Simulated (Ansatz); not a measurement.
Molecular dynamics, with input and output: Mg₁₃O₁₂ (part 1 of 2)

The run: molecular dynamics of Mg₁₃O₁₂ (slab, 25 atoms in the cell). Method and program: DFT PBE, scalar-relativistic, plane waves, PAW, PAW set soft_1, no spin polarisation (Ansatz 0.2.0).

The structure derives from an entry of the Crystallography Open Database. The input holds or restrains some coordinates. It belongs to a series of runs on one base structure; here: dynamics from the last frame of the run before.

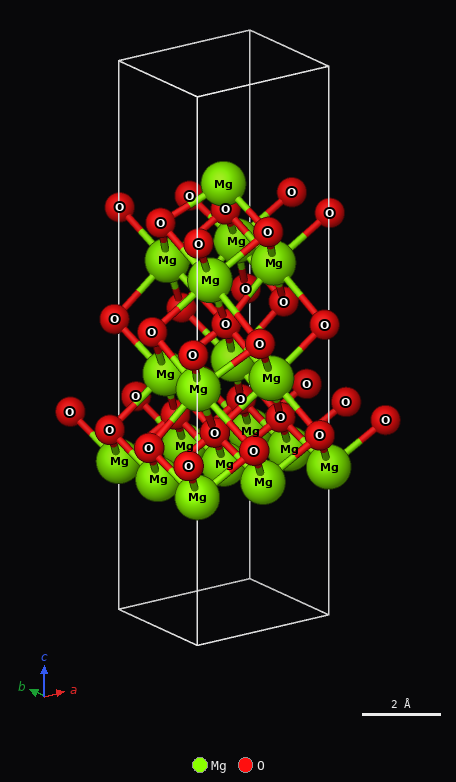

*The input geometry (ball-and-stick view of the cell of the calculation, with the vacuum cut short, seen slightly off an axis; bonded neighbours outside the cell are drawn too). An atom can appear more than once, as a periodic image.*

**Results in brief**

| quantity | value |
| --- | --- |
| outcome | finished |
| mean temperature over the second half | 910 K |
| trajectory | 180 steps, 270 fs |
| ensemble | nvt_langevin |
| temperature in the input | 1050.0 K |
| time step | 1.5 fs |
| electrons treated | 202 |
| potential energy (free energy of the electrons) (last step) | −31832.8522 eV |
| Fermi energy (last step) | 3.032 eV |
| largest force (length of the vector) (last step), held atoms and coordinates included | 2.394 eV/Å |
| hardware | 2 threads of Intel Xeon @ 2.50GHz (Skylake/Cascade Lake), 32 GiB of memory available, shared host |
| wall time | 25 min (CPU time 48 min) |
| peak memory | 1.1 GiB |

**Notes**

The k-point mesh is coarse for a cell of this size, so the results may not be converged. So short a trajectory is not equilibrated.

**Input**
```yaml
crystal:
  lattice:
    - [5.446136, 0.0, 0.0]
    - [2.723068, 4.716492, 0.0]
    - [0.0, 0.0, 17.55844]
  atoms:
    - { symbol: Mg, position: [0.0, 0.0, 0.0569527] }
    - { symbol: O, position: [0.3333333, 0.8333333, 0.1202663] }
    - { symbol: Mg, position: [0.0, 0.5, 0.0569527] }
    - { symbol: O, position: [0.3333333, 0.3333333, 0.1202663] }
    - { symbol: Mg, position: [0.5, 0.0, 0.0569527] }
    - { symbol: O, position: [0.8333333, 0.8333333, 0.1202663] }
    - { symbol: Mg, position: [0.5, 0.5, 0.0569527] }
    - { symbol: O, position: [0.8333333, 0.3333333, 0.1202663] }
    - { symbol: Mg, position: [0.66501413, 0.65194384, 0.19696011] }
    - { symbol: O, position: [-0.0270387, 0.52657711, 0.27546779] }
    - { symbol: Mg, position: [0.64848751, 0.14021413, 0.19702699] }
    - { symbol: O, position: [0.97143691, 0.00364894, 0.26932465] }
    - { symbol: Mg, position: [0.16205119, 0.67873746, 0.19730215] }
    - { symbol: O, position: [0.50505924, 0.47408858, 0.26628422] }
    - { symbol: Mg, position: [0.1194412, 0.18577053, 0.20283517] }
    - { symbol: O, position: [0.46488838, -0.02219574, 0.26527964] }
    - { symbol: Mg, position: [0.32020362, 0.37343741, 0.34521784] }
    - { symbol: O, position: [0.65556672, 0.19119688, 0.4114812] }
    - { symbol: Mg, position: [0.29620855, 0.87428581, 0.34883524] }
    - { symbol: O, position: [0.63811192, 0.70499073, 0.41816959] }
    - { symbol: Mg, position: [0.80466521, 0.37463729, 0.34884204] }
    - { symbol: O, position: [0.15112637, 0.23718296, 0.41476016] }
    - { symbol: Mg, position: [0.80574004, 0.8478655, 0.35625882] }
    - { symbol: O, position: [0.1449492, 0.70882398, 0.42032803] }
    - { symbol: Mg, position: [0.49903944, 0.50015425, 0.47367365] }
basis:
  ecutwfc: 420.0
kpoints:
  mp_grid: { grid: [2, 2, 1] }
hamiltonian:
  xc: pbe
  pseudopotentials: { kind: paw, azcp: { folder: soft_1 } }
scf:
  occupations: { method: fermi_dirac, width: 0.05 }
  lower_state_search: "off"
md:
  timestep: 1.5
  n_steps: 180
  ensemble: nvt_langevin
  temperature: 1050.0
  initial_velocities: maxwell_boltzmann
  seed: 425654
  friction: 0.02
  constraints: [{ sites: [0, 1, 2, 3, 4, 5, 6, 7] }]
```

Command:
```bash
ansatz run input.yaml --threads 2 --pin off --max-ram 5120MiB --backend cpu --events-out ev --progress --plain --runs-dir out
```

**Output**
```
Warning: md: disabling space-group detection — thermal motion breaks the input geometry's symmetry, so no spatial operation reduces the k-mesh or symmetrises the density; time reversal is kept, so that k and −k are solved as one point where they differ and the mesh holds both, and exact exchange and, on two spinor components, a DFT+U term hold to it where the run has them: on two components no moment then forms, and a state that bears one, which a typed moment (crystal.atoms[].spin; refused beside efield: under a hybrid functional) reaches, can lie lower, under hf by electronvolts; crystal.symmetry.detect: false (a key that needs symmetry detection or time reversal refuses this as the deck is read) with time_reversal: false beside it drops time reversal too
Engine: ansatz 0.2.0, x86_64-unknown-linux-gnu
Pseudopotentials: kind: paw
Pseudopotential: Mg, paw, valence charge 10, recommended cutoff 420 eV (normal), [file]
Pseudopotential: O, paw, valence charge 6, recommended cutoff 420 eV (normal), [file]
Functional definition: PBE
  parameter kappa = 0.804
  parameter beta = 0.06672455060314922
  exchange = pbe_x(kappa = kappa, mu = beta*pi^2/3)
  correlation = pbe_c(beta = beta)
Crystal: 25 atoms, lattice volume = 451.018 Å³
Basis set: ecut = 420 eV, 8753 PW (Γ), exchange–correlation on 80×80×240 points (8 copies of the dense FFT grid, shifted against one another)
Bands: 126, of which v1, the nominal top of the filled ones, is band 101 counted from 1 (100 counted from 0)
Symmetry: 1 space group operations
k-points: 4
Non-local potential: Mg, projectors of the file, l = 0: 3, l = 1: 2, l = 2: 1
Non-local potential: O, projectors of the file, l = 0: 2, l = 1: 2, l = 2: 1
PAW form: soft (Blöchl's): semilocal exchange-correlation on the pseudo side does not see the compensation charge
PAW one-centre angular grid: Mg, 110 points (default); XC on 64 Gauss nodes
PAW one-centre angular grid: O, 110 points (default); XC on 64 Gauss nodes
Initial density: superposition of atomic densities (neutral atoms: chi_scale 0, normalization atom)
Initial wavefunctions: pseudopotential atomic-orbital guess
Functional: x = pbe(κ = 0.804, μ = 0.2195149727645171), c = pbe(β = 0.06672455060314922)
SCF iter   1: F=—  HF=-31863.522672 eV  |F-HF|=—  |Δ(HF+E_count)|=         —  Δρ=1.33e-1  dr2=1.25e2  ethr=3.10e-3  ⟨swp⟩=9.0  Hψ=2376  notcnv=0  defer=47
preconditioner: auto → LDOS  [metal: Δε(μ)=0.004 eV  Ē_g=13.385 eV  σ=0.050 eV  W_gap=0.02  n_scr=96 (ndim 8)  ℏωp=15.0 eV  f_vac=0.432  D(μ)=14.87/eV (n_scr^D=108)  β→1.0]
SCF iter   2: F=—  HF=-32213.000723 eV  |F-HF|=—  |Δ(HF+E_count)|=    3.49e2  Δρ=4.06e-1  dr2=6.40e3  ethr=3.10e-3  ⟨swp⟩=10.0  Hψ=1645  notcnv=0  defer=82  recentre
SCF iter   3: F=—  HF=-31849.495229 eV  |F-HF|=—  |Δ(HF+E_count)|=    3.64e2  Δρ=8.90e-2  dr2=8.12e1  ethr=3.10e-3  ⟨swp⟩=5.8  Hψ=1426  notcnv=0  defer=57
SCF iter   4: F=—  HF=-31835.600055 eV  |F-HF|=—  |Δ(HF+E_count)|=    1.39e1  Δρ=3.44e-2  dr2=3.68e1  ethr=3.10e-3  ⟨swp⟩=3.2  Hψ=984  notcnv=0  defer=75
SCF iter   5: F=—  HF=-31834.546807 eV  |F-HF|=—  |Δ(HF+E_count)|=    1.05e0  Δρ=3.92e-2  dr2=8.07e0  ethr=3.10e-3  ⟨swp⟩=4.5  Hψ=786  notcnv=0  defer=69
SCF iter   6: F=—  HF=-31833.423986 eV  |F-HF|=—  |Δ(HF+E_count)|=    1.12e0  Δρ=2.67e-2  dr2=5.69e0  ethr=3.10e-3  ⟨swp⟩=4.5  Hψ=848  notcnv=0  defer=67
SCF iter   7: F=—  HF=-31833.098490 eV  |F-HF|=—  |Δ(HF+E_count)|=   3.25e-1  Δρ=1.64e-2  dr2=1.77e0  ethr=2.82e-3  ⟨swp⟩=2.2  Hψ=603  notcnv=0  defer=69
SCF iter   8: F=—  HF=-31832.902727 eV  |F-HF|=—  |Δ(HF+E_count)|=   1.96e-1  Δρ=9.40e-3  dr2=6.04e-1  ethr=8.77e-4  ⟨swp⟩=4.0  Hψ=509  notcnv=0  defer=69
SCF iter   9: F=—  HF=-31832.855782 eV  |F-HF|=—  |Δ(HF+E_count)|=   4.69e-2  Δρ=5.76e-3  dr2=2.38e-1  ethr=2.99e-4  ⟨swp⟩=3.5  Hψ=612  notcnv=0  defer=75
SCF iter  10: F=—  HF=-31832.845763 eV  |F-HF|=—  |Δ(HF+E_count)|=   1.00e-2  Δρ=3.42e-3  dr2=1.03e-1  ethr=1.18e-4  ⟨swp⟩=3.8  Hψ=590  notcnv=0  defer=75
SCF iter  11: F=—  HF=-31832.843457 eV  |F-HF|=—  |Δ(HF+E_count)|=   2.31e-3  Δρ=1.62e-3  dr2=1.08e-2  ethr=5.08e-5  ⟨swp⟩=2.5  Hψ=601  notcnv=0  defer=75
SCF iter  12: F=—  HF=-31832.844436 eV  |F-HF|=—  |Δ(HF+E_count)|=   9.80e-4  Δρ=7.63e-4  dr2=1.95e-3  ethr=5.36e-6  ⟨swp⟩=2.2  Hψ=722  notcnv=0  defer=75
SCF iter  13: F=—  HF=-31832.845081 eV  |F-HF|=—  |Δ(HF+E_count)|=   6.44e-4  Δρ=4.33e-4  dr2=7.86e-4  ethr=9.66e-7  ⟨swp⟩=2.5  Hψ=632  notcnv=0  defer=75
SCF iter  14: F=—  HF=-31832.845174 eV  |F-HF|=—  |Δ(HF+E_count)|=   9.37e-5  Δρ=2.07e-4  dr2=2.11e-4  ethr=3.89e-7  ⟨swp⟩=2.2  Hψ=634  notcnv=0  defer=75
SCF iter  15: F=—  HF=-31832.845215 eV  |F-HF|=—  |Δ(HF+E_count)|=   4.10e-5  Δρ=1.20e-4  dr2=5.07e-5  ethr=1.05e-7  ⟨swp⟩=2.5  Hψ=639  notcnv=0  defer=75
SCF iter  16: F=—  HF=-31832.845334 eV  |F-HF|=—  |Δ(HF+E_count)|=   1.19e-4  Δρ=4.55e-5  dr2=9.31e-6  ethr=2.51e-8  ⟨swp⟩=2.2  Hψ=610  notcnv=0  defer=75
SCF iter  17: F=—  HF=-31832.845527 eV  |F-HF|=—  |Δ(HF+E_count)|=   1.93e-4  Δρ=2.45e-5  dr2=2.87e-6  ethr=4.61e-9  ⟨swp⟩=2.5  Hψ=661  notcnv=0  defer=75
SCF iter  18: F=—  HF=-31832.845527 eV  |F-HF|=—  |Δ(HF+E_count)|=   4.04e-7  Δρ=6.46e-6  dr2=2.27e-7  ethr=1.42e-9  ⟨swp⟩=2.0  Hψ=605  notcnv=0  defer=75
SCF iter  19: F=—  HF=-31832.845527 eV  |F-HF|=—  |Δ(HF+E_count)|=   5.26e-8  Δρ=3.11e-6  dr2=4.57e-8  ethr=1.12e-10  ⟨swp⟩=2.8  Hψ=648  notcnv=0  defer=75
SCF iter  20: F=-31832.845527 eV  HF=-31832.845527 eV  |F-HF|=1.01e-8  |Δ(HF+E_count)|=  9.97e-10  Δρ=1.18e-6  dr2=7.26e-9  ethr=1.24e-11  ⟨swp⟩=5.0  Hψ=1591  notcnv=0
SCF 1 converged in 20 iterations: F = -31832.845527 eV  dr2 = 7.26e-9
  greatest PAW one-centre occupation: 1.000 electrons in one spin orbital (limit 2), on the Mg atom at site 16 (counted from 0), in its partial waves of l = 1
md step     0: t =     0.00 fs  T =  1050.0 K  F+E_penalty+E_count = -31832.84552723 eV  E_kin = 2.307291 eV  (20 SCF iters)
Initial density: handed on by an earlier stage of this run
Initial wavefunctions: those handed on with the density
iter 1 solved again at ethr=3.02e-5 eV; its pass at ethr=3.10e-3 eV (dr2=6.10e-2 eV) is discarded
SCF iter   1: F=—  HF=-31832.913329 eV  |F-HF|=—  |Δ(HF+E_count)|=         —  Δρ=3.44e-3  dr2=6.27e-2  ethr=3.02e-5  ⟨swp⟩=5.8  Hψ=2567  notcnv=0
preconditioner: auto → LDOS  [metal: Δε(μ)=0.026 eV  Ē_g=13.416 eV  σ=0.050 eV  W_gap=0.13  n_scr=96 (ndim 8)  ℏωp=17.3 eV  f_vac=0.447  D(μ)=6.30/eV (n_scr^D=38)  β→1.0]
SCF iter   2: F=—  HF=-31832.903487 eV  |F-HF|=—  |Δ(HF+E_count)|=   9.84e-3  Δρ=1.96e-3  dr2=1.55e-2  ethr=3.02e-5  ⟨swp⟩=3.2  Hψ=862  notcnv=0
SCF iter   3: F=—  HF=-31832.900242 eV  |F-HF|=—  |Δ(HF+E_count)|=   3.25e-3  Δρ=9.07e-4  dr2=4.48e-3  ethr=7.70e-6  ⟨swp⟩=2.0  Hψ=784  notcnv=0  defer=17
SCF iter   4: F=—  HF=-31832.900208 eV  |F-HF|=—  |Δ(HF+E_count)|=   3.40e-5  Δρ=5.27e-4  dr2=1.41e-3  ethr=2.22e-6  ⟨swp⟩=2.0  Hψ=675  notcnv=0  defer=17
SCF iter   5: F=—  HF=-31832.900228 eV  |F-HF|=—  |Δ(HF+E_count)|=   2.00e-5  Δρ=2.85e-4  dr2=3.92e-4  ethr=6.97e-7  ⟨swp⟩=2.0  Hψ=691  notcnv=0  defer=17
SCF iter   6: F=—  HF=-31832.900254 eV  |F-HF|=—  |Δ(HF+E_count)|=   2.59e-5  Δρ=1.88e-4  dr2=1.91e-4  ethr=1.94e-7  ⟨swp⟩=2.0  Hψ=653  notcnv=0  defer=17
SCF iter   7: F=—  HF=-31832.900264 eV  |F-HF|=—  |Δ(HF+E_count)|=   1.03e-5  Δρ=1.06e-4  dr2=5.90e-5  ethr=9.44e-8  ⟨swp⟩=2.0  Hψ=537  notcnv=0  defer=17
SCF iter   8: F=—  HF=-31832.900376 eV  |F-HF|=—  |Δ(HF+E_count)|=   1.12e-4  Δρ=3.83e-5  dr2=6.76e-6  ethr=2.92e-8  ⟨swp⟩=2.0  Hψ=638  notcnv=0  defer=17
[...]
md step     1: t =     1.50 fs  T =   944.6 K  F+E_penalty+E_count = -31832.90057158 eV  E_kin = 2.075682 eV  (12 SCF iters)
[... from here on the SCF iterations and repeated set-up lines of each step are left out, up to the last step ...]
md step     2: t =     3.00 fs  T =  1034.2 K  F+E_penalty+E_count = -31832.92940916 eV  E_kin = 2.272512 eV  (11 SCF iters)
md step     3: t =     4.50 fs  T =  1129.5 K  F+E_penalty+E_count = -31832.90398751 eV  E_kin = 2.482073 eV  (11 SCF iters)
md step     4: t =     6.00 fs  T =  1190.9 K  F+E_penalty+E_count = -31832.81497975 eV  E_kin = 2.616988 eV  (13 SCF iters)
md step     5: t =     7.50 fs  T =  1215.0 K  F+E_penalty+E_count = -31832.68295486 eV  E_kin = 2.669975 eV  (11 SCF iters)
md step     6: t =     9.00 fs  T =  1150.2 K  F+E_penalty+E_count = -31832.53287241 eV  E_kin = 2.527460 eV  (11 SCF iters)
md step     7: t =    10.50 fs  T =  1078.7 K  F+E_penalty+E_count = -31832.38509864 eV  E_kin = 2.370375 eV  (10 SCF iters)
md step     8: t =    12.00 fs  T =   932.7 K  F+E_penalty+E_count = -31832.25259845 eV  E_kin = 2.049601 eV  (10 SCF iters)
md step     9: t =    13.50 fs  T =   831.7 K  F+E_penalty+E_count = -31832.14137249 eV  E_kin = 1.827673 eV  (11 SCF iters)
md step    10: t =    15.00 fs  T =   822.5 K  F+E_penalty+E_count = -31832.08021194 eV  E_kin = 1.807286 eV  (15 SCF iters)
md step    11: t =    16.50 fs  T =   797.0 K  F+E_penalty+E_count = -31832.05743164 eV  E_kin = 1.751249 eV  (11 SCF iters)
md step    12: t =    18.00 fs  T =   832.0 K  F+E_penalty+E_count = -31832.04416601 eV  E_kin = 1.828179 eV  (10 SCF iters)
md step    13: t =    19.50 fs  T =   907.3 K  F+E_penalty+E_count = -31832.04864322 eV  E_kin = 1.993626 eV  (11 SCF iters)
md step    14: t =    21.00 fs  T =   852.8 K  F+E_penalty+E_count = -31832.05463733 eV  E_kin = 1.873892 eV  (9 SCF iters)
md step    15: t =    22.50 fs  T =   880.2 K  F+E_penalty+E_count = -31832.05167434 eV  E_kin = 1.934073 eV  (9 SCF iters)
md step    16: t =    24.00 fs  T =   857.3 K  F+E_penalty+E_count = -31832.03079380 eV  E_kin = 1.883866 eV  (11 SCF iters)
md step    17: t =    25.50 fs  T =   918.2 K  F+E_penalty+E_count = -31832.02987757 eV  E_kin = 2.017631 eV  (12 SCF iters)
md step    18: t =    27.00 fs  T =   908.6 K  F+E_penalty+E_count = -31832.06464990 eV  E_kin = 1.996583 eV  (9 SCF iters)
md step    19: t =    28.50 fs  T =   892.4 K  F+E_penalty+E_count = -31832.10929055 eV  E_kin = 1.960954 eV  (11 SCF iters)
md step    20: t =    30.00 fs  T =   908.7 K  F+E_penalty+E_count = -31832.14449127 eV  E_kin = 1.996797 eV  (13 SCF iters)
md step    21: t =    31.50 fs  T =   826.2 K  F+E_penalty+E_count = -31832.15038401 eV  E_kin = 1.815465 eV  (10 SCF iters)
md step    22: t =    33.00 fs  T =   882.7 K  F+E_penalty+E_count = -31832.13594799 eV  E_kin = 1.939650 eV  (8 SCF iters)
md step    23: t =    34.50 fs  T =   858.7 K  F+E_penalty+E_count = -31832.09909570 eV  E_kin = 1.886852 eV  (8 SCF iters)
md step    24: t =    36.00 fs  T =   961.2 K  F+E_penalty+E_count = -31832.03255672 eV  E_kin = 2.112138 eV  (8 SCF iters)
md step    25: t =    37.50 fs  T =   861.1 K  F+E_penalty+E_count = -31831.94789166 eV  E_kin = 1.892174 eV  (8 SCF iters)
md step    26: t =    39.00 fs  T =   948.6 K  F+E_penalty+E_count = -31831.88871581 eV  E_kin = 2.084509 eV  (8 SCF iters)
md step    27: t =    40.50 fs  T =  1015.1 K  F+E_penalty+E_count = -31831.85940124 eV  E_kin = 2.230603 eV  (8 SCF iters)
md step    28: t =    42.00 fs  T =   934.4 K  F+E_penalty+E_count = -31831.83556707 eV  E_kin = 2.053333 eV  (7 SCF iters)
md step    29: t =    43.50 fs  T =   894.1 K  F+E_penalty+E_count = -31831.85252455 eV  E_kin = 1.964625 eV  (7 SCF iters)
md step    30: t =    45.00 fs  T =  1035.8 K  F+E_penalty+E_count = -31831.94853180 eV  E_kin = 2.276118 eV  (10 SCF iters)
md step    31: t =    46.50 fs  T =  1114.8 K  F+E_penalty+E_count = -31832.08501682 eV  E_kin = 2.449592 eV  (7 SCF iters)
md step    32: t =    48.00 fs  T =  1151.9 K  F+E_penalty+E_count = -31832.23777356 eV  E_kin = 2.531116 eV  (7 SCF iters)
md step    33: t =    49.50 fs  T =  1246.0 K  F+E_penalty+E_count = -31832.38542716 eV  E_kin = 2.738029 eV  (9 SCF iters)
md step    34: t =    51.00 fs  T =  1317.5 K  F+E_penalty+E_count = -31832.52175879 eV  E_kin = 2.895152 eV  (9 SCF iters)
md step    35: t =    52.50 fs  T =  1282.6 K  F+E_penalty+E_count = -31832.63416177 eV  E_kin = 2.818301 eV  (9 SCF iters)
md step    36: t =    54.00 fs  T =  1207.4 K  F+E_penalty+E_count = -31832.70312603 eV  E_kin = 2.653085 eV  (9 SCF iters)
md step    37: t =    55.50 fs  T =  1139.5 K  F+E_penalty+E_count = -31832.72850573 eV  E_kin = 2.503937 eV  (10 SCF iters)
md step    38: t =    57.00 fs  T =  1040.5 K  F+E_penalty+E_count = -31832.70716115 eV  E_kin = 2.286493 eV  (10 SCF iters)
md step    39: t =    58.50 fs  T =  1000.7 K  F+E_penalty+E_count = -31832.65394442 eV  E_kin = 2.198922 eV  (9 SCF iters)
md step    40: t =    60.00 fs  T =   911.3 K  F+E_penalty+E_count = -31832.59532339 eV  E_kin = 2.002404 eV  (13 SCF iters)
md step    41: t =    61.50 fs  T =   942.4 K  F+E_penalty+E_count = -31832.52184682 eV  E_kin = 2.070870 eV  (10 SCF iters)
md step    42: t =    63.00 fs  T =   901.9 K  F+E_penalty+E_count = -31832.43140392 eV  E_kin = 1.981868 eV  (11 SCF iters)
md step    43: t =    64.50 fs  T =   818.7 K  F+E_penalty+E_count = -31832.31614318 eV  E_kin = 1.798998 eV  (11 SCF iters)
md step    44: t =    66.00 fs  T =   797.2 K  F+E_penalty+E_count = -31832.17871354 eV  E_kin = 1.751796 eV  (9 SCF iters)
md step    45: t =    67.50 fs  T =   715.0 K  F+E_penalty+E_count = -31832.04331477 eV  E_kin = 1.571141 eV  (11 SCF iters)
md step    46: t =    69.00 fs  T =   711.0 K  F+E_penalty+E_count = -31831.90461057 eV  E_kin = 1.562319 eV  (12 SCF iters)
md step    47: t =    70.50 fs  T =   720.8 K  F+E_penalty+E_count = -31831.77099595 eV  E_kin = 1.583990 eV  (9 SCF iters)
md step    48: t =    72.00 fs  T =   682.0 K  F+E_penalty+E_count = -31831.65195103 eV  E_kin = 1.498555 eV  (9 SCF iters)
md step    49: t =    73.50 fs  T =   683.0 K  F+E_penalty+E_count = -31831.55472485 eV  E_kin = 1.500922 eV  (10 SCF iters)
md step    50: t =    75.00 fs  T =   570.0 K  F+E_penalty+E_count = -31831.50032921 eV  E_kin = 1.252616 eV  (13 SCF iters)
md step    51: t =    76.50 fs  T =   557.7 K  F+E_penalty+E_count = -31831.49911784 eV  E_kin = 1.225392 eV  (9 SCF iters)
md step    52: t =    78.00 fs  T =   484.2 K  F+E_penalty+E_count = -31831.53364060 eV  E_kin = 1.064009 eV  (11 SCF iters)
md step    53: t =    79.50 fs  T =   635.3 K  F+E_penalty+E_count = -31831.61392054 eV  E_kin = 1.395916 eV  (11 SCF iters)
md step    54: t =    81.00 fs  T =   642.6 K  F+E_penalty+E_count = -31831.73402094 eV  E_kin = 1.411955 eV  (11 SCF iters)
md step    55: t =    82.50 fs  T =   722.7 K  F+E_penalty+E_count = -31831.86786226 eV  E_kin = 1.588027 eV  (8 SCF iters)
md step    56: t =    84.00 fs  T =   830.0 K  F+E_penalty+E_count = -31832.00253796 eV  E_kin = 1.823840 eV  (9 SCF iters)
md step    57: t =    85.50 fs  T =   782.1 K  F+E_penalty+E_count = -31832.12511107 eV  E_kin = 1.718571 eV  (10 SCF iters)
md step    58: t =    87.00 fs  T =   817.5 K  F+E_penalty+E_count = -31832.23890927 eV  E_kin = 1.796433 eV  (10 SCF iters)
md step    59: t =    88.50 fs  T =   911.4 K  F+E_penalty+E_count = -31832.33781123 eV  E_kin = 2.002705 eV  (8 SCF iters)
md step    60: t =    90.00 fs  T =   974.0 K  F+E_penalty+E_count = -31832.40646143 eV  E_kin = 2.140215 eV  (13 SCF iters)
md step    61: t =    91.50 fs  T =  1077.6 K  F+E_penalty+E_count = -31832.45797119 eV  E_kin = 2.367991 eV  (8 SCF iters)
md step    62: t =    93.00 fs  T =  1075.5 K  F+E_penalty+E_count = -31832.49551101 eV  E_kin = 2.363335 eV  (8 SCF iters)
md step    63: t =    94.50 fs  T =  1090.4 K  F+E_penalty+E_count = -31832.50954051 eV  E_kin = 2.395965 eV  (11 SCF iters)
md step    64: t =    96.00 fs  T =  1165.4 K  F+E_penalty+E_count = -31832.50398236 eV  E_kin = 2.560928 eV  (8 SCF iters)
md step    65: t =    97.50 fs  T =  1349.9 K  F+E_penalty+E_count = -31832.49190025 eV  E_kin = 2.966219 eV  (9 SCF iters)
md step    66: t =    99.00 fs  T =  1432.1 K  F+E_penalty+E_count = -31832.45026978 eV  E_kin = 3.146990 eV  (9 SCF iters)
md step    67: t =   100.50 fs  T =  1375.3 K  F+E_penalty+E_count = -31832.36568962 eV  E_kin = 3.022099 eV  (10 SCF iters)
```
